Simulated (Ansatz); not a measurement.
## Energy of CsH along an even scaling of the cell

System: CsH (Fm-3m, 2 atoms in the cell).
Method: Kohn-Sham DFT of a periodic cell, LDA, Ansatz PAW, no spin polarisation (Ansatz 0.2.0).

The 6 runs differ only in the geometry, by an even scaling of the cell at fixed fractional positions. The structure derives from an entry of the Crystallography Open Database.

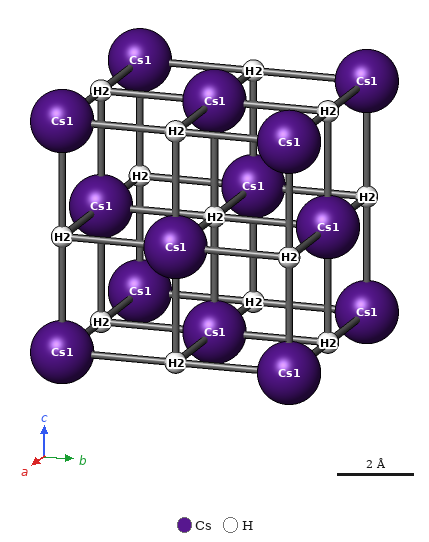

Figure 1. The structure of run 4 (ball-and-stick view of the cell 4 times as large as that of the calculation, set on its symmetry axes, seen slightly off an axis; atoms are numbered from 1 in the order of the input). An atom can appear more than once, as a periodic image.

### Input of run 4
```yaml
crystal:
  lattice:
    - [0.0, 3.188, 3.188]
    - [3.188, 0.0, 3.188]
    - [3.188, 3.188, 0.0]
  atoms:
    - { symbol: Cs, position: [0.0, 0.0, 0.0] }
    - { symbol: H, position: [0.5, 0.5, 0.5] }
hamiltonian:
  xc: lda
  pseudopotentials: { kind: paw }
kpoints:
  mp_grid: { grid: [6, 6, 6] }
scf:
  occupations: { method: fermi_dirac, width: 0.05 }
output:
  forces: true
  stress: true
  eigenvalues: true
```

Command:
```bash
ansatz run input.yaml --threads 2 --pin off --max-ram 5632MiB --backend cpu --events-out ev --progress --plain --runs-dir out
```

Run 2 differs from it as follows:
```diff
-    - [0.0, 3.188, 3.188]
-    - [3.188, 0.0, 3.188]
-    - [3.188, 3.188, 0.0]
+    - [0.0, 3.1449136372, 3.1449136372]
+    - [3.1449136372, 0.0, 3.1449136372]
+    - [3.1449136372, 3.1449136372, 0.0]
```

### Results, with one run withheld

| run | volume per atom (Å³) | free energy per atom, from the lowest run given (meV) | pressure (GPa) | gap on the mesh (eV) |
| --- | --- | --- | --- | --- |
| 1 | 30.457 | 0.00 | −0.76 | 1.87 |
| 2 | 31.105 | ? | ? | ? |
| 3 | 31.753 | 7.57 | −1.10 | 1.93 |
| 4 | 32.401 | 12.34 | −1.25 | 1.95 |
| 5 | 33.049 | 17.66 | −1.38 | 1.98 |
| 6 | 34.345 | 29.81 | −1.61 | 2.02 |

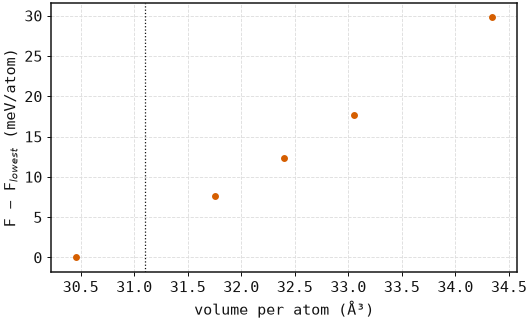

Figure 2. Free energy per atom of the runs given; the dotted line marks run 2.

What should run 2 give?

A cubic polynomial in V^(−2/3) (the Birch–Murnaghan form), fitted to the 5 runs given, misses them by at most 0.01 meV per atom. With x = V^(−2/3) − 0.09848 Å⁻², it reads F = 11.998 − 3815.6 x + 2.1353e+05 x² − 5.3371e+05 x³ (meV per atom). At run 2 it gives 3.44 meV per atom, and the run itself gives 3.43. The slope of the fit gives a pressure −dF/dV of −0.94 GPa there, and the run prints −0.94 GPa. The fit has no minimum inside this range. The gap on the mesh goes, without turning, from 1.87 eV in run 1 to 2.02 eV in run 6; run 2 has 1.90 eV. These are gaps of this functional on this mesh, which can miss the band edges; they aren't the measured gap.

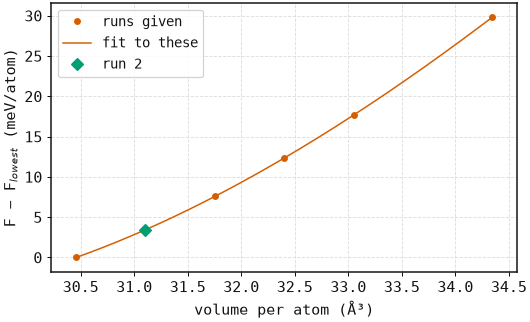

Figure 3. The fit and the withheld run.

### Output, shortened to warnings, some set-up lines, iterations and results (run 2)
```
Basis set: ecut = 420 eV, 1243 PW (Γ)
Symmetry: 48 space group operations
k-points: 16 of 216
Initial density: superposition of atomic densities (neutral atoms: chi_scale 0, normalization atom), corrected by the library's trained network
[...]
SCF iter   1: F=—  HF=-5520.923265 eV  |F-HF|=—  |Δ(HF+E_count)|=         —  Δρ=7.86e-3  dr2=4.06e-2  ethr=1.77e-3  ⟨swp⟩=6.3  Hψ=1203  notcnv=0
SCF iter   2: F=—  HF=-5520.909214 eV  |F-HF|=—  |Δ(HF+E_count)|=   1.41e-2  Δρ=1.57e-3  dr2=1.21e-3  ethr=4.06e-4  ⟨swp⟩=2.0  Hψ=326  notcnv=0
SCF iter   3: F=—  HF=-5520.908934 eV  |F-HF|=—  |Δ(HF+E_count)|=   2.79e-4  Δρ=5.13e-4  dr2=1.11e-4  ethr=1.21e-5  ⟨swp⟩=1.5  Hψ=152  notcnv=0
SCF iter   4: F=—  HF=-5520.908908 eV  |F-HF|=—  |Δ(HF+E_count)|=   2.66e-5  Δρ=5.83e-5  dr2=1.00e-6  ethr=1.11e-6  ⟨swp⟩=1.1  Hψ=145  notcnv=0
SCF iter   5: F=—  HF=-5520.908908 eV  |F-HF|=—  |Δ(HF+E_count)|=   6.19e-9  Δρ=4.60e-6  dr2=4.78e-9  ethr=1.00e-8  ⟨swp⟩=2.6  Hψ=222  notcnv=0
SCF iter   6: F=-5520.908908 eV  HF=-5520.908908 eV  |F-HF|=1.91e-11  |Δ(HF+E_count)|=  1.41e-10  Δρ=3.58e-7  dr2=9.59e-11  ethr=4.78e-11  ⟨swp⟩=1.4  Hψ=439  notcnv=0
SCF 1 converged in 6 iterations: F = -5520.908908 eV  dr2 = 9.59e-11
SCF converged after 6 iterations
Free energy (F): -5520.908908 eV
Harris-Foulkes:  -5520.908908 eV  (|F-HF|=1.91e-11)
Internal energy: -5520.908908 eV  (E = F + TS)
E sigma→0 (E₀):  -5520.908908 eV
Fermi energy:    4.372390 eV
--- Per-component energies (eV) ---
  E_band       = -59.716871
  E_kinetic    = 154.981309
  E_local      = -257.902070  (includes V_loc(G=0)·N_el)
  E_nonlocal   = 33.784624
  E_hartree    = 85.479452
  E_xc         = -181.435137
  E_vxc        = -137.872751  (∫ρ·V_xc dr)
  E_paw        = -4903.282163  (= ΣΔE_a)
  E_vpaw       = -23.665987  (= ΣTr[D̂ρ^β])
  E_aug_tail   = -0.001019  (compensation charges beyond the density's cutoff)
  E_ewald      = -452.804458
  E_core_change = 0.270556  (= ΣΔE_core)
  E_smearing   = -0.000000  (= −TS)
  E_closure    = 0.000000  (closes the sum)
  Σ components = -5520.908908   (vs F -5520.908908, Δ=0.00e0)
--- Forces (eV/Å), atoms counted from 1 ---
  atom   1  Cs     0.00000000    -0.00000000    -0.00000000
  atom   2  H      0.00000000    -0.00000000     0.00000000
  max |Σ_I F_I| component: 2.89e-30 eV/Å
--- Stress (GPa, compression-positive) ---
       -0.938659      -0.000000      -0.000000
       -0.000000      -0.938659      -0.000000
       -0.000000       0.000000      -0.938659
  P = ⅓ Tr σ = -0.9387 GPa (-9.387 kbar)
```
